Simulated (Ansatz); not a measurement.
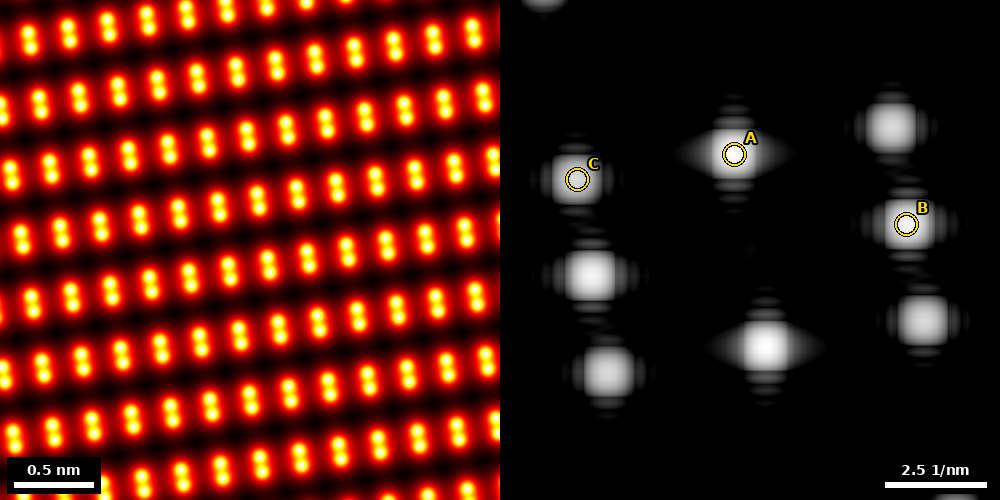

iDPC-like image of Mg (Fd-3m, No. 227) along [211]. Simulated as the projected potential of neutral atoms (B = 0.5 Å²) blurred by a 0.50 Å probe, the thin-sample limit of integrated differential phase contrast. The display is stretched by a gamma of 0.8; percentages refer to the linear signal. Structure used: the geometry relaxed with DFT, BLYP, plane waves (420 eV) with PAW, scalar-relativistic in Ansatz 0.2.0; the starting structure was generated, so it need not be a known form of this composition.

The right panel is the modulus of the image's Fourier transform on a logarithmic scale.

a = 7.135 Å, b = 7.135 Å, c = 7.135 Å, α = 90.00°, β = 90.00°, γ = 90.00°

Question: Index the marked spots and give their plane spacings (the zone axis points at the viewer; indices equivalent by symmetry, or all signs reversed, are as good).

Answer: A: (1 -1 -1), d = 4.12 Å; B: (0 -2 2), d = 2.52 Å; C: (1 1 -3), d = 2.15 Å. A and B enclose 90°, and every spot obeys the zone law hu + kv + lw = 0 for [211].
